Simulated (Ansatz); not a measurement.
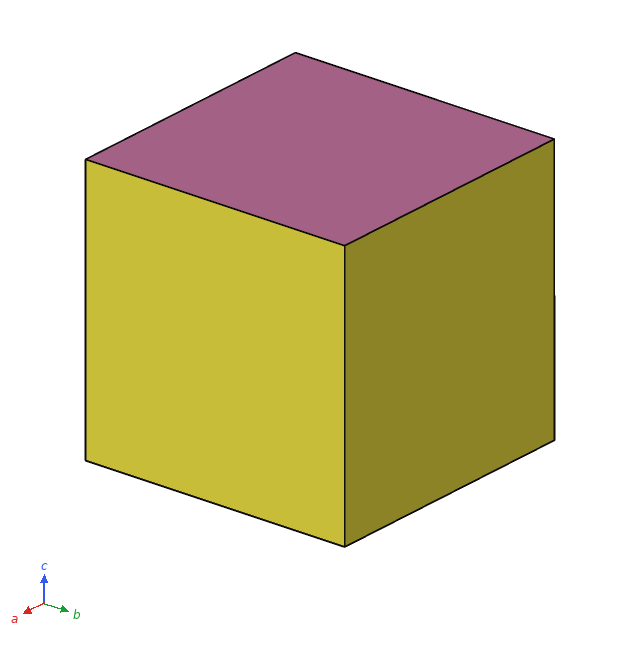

BFDH (Bravais–Friedel–Donnay–Harker) growth shape, computed from the cell and space group alone: each face lies at a distance from the centre proportional to 1/d(hkl), with d taken for the first order that the space group does not extinguish. It ignores bonding, solvent and kinetics. Faces of one form share a colour. Cell of BaTiO3: space group P4mm (No. 99), a = 3.952 Å, b = 3.952 Å, c = 3.984 Å, α = 90.00°, β = 90.00°, γ = 90.00°. Origin: the geometry relaxed (final pressure about 8.7 GPa) with DFT, PAW plane waves, pbe+U (Ansatz). Forms under 0.4 % of the area are left out. Forms are taken in the Laue class: a face and its opposite count as one form.

Which form is which colour?

yellow: {100} (d = 3.95 Å, 66 % of the area); pink: {001} (d = 3.98 Å, 34 % of the area).
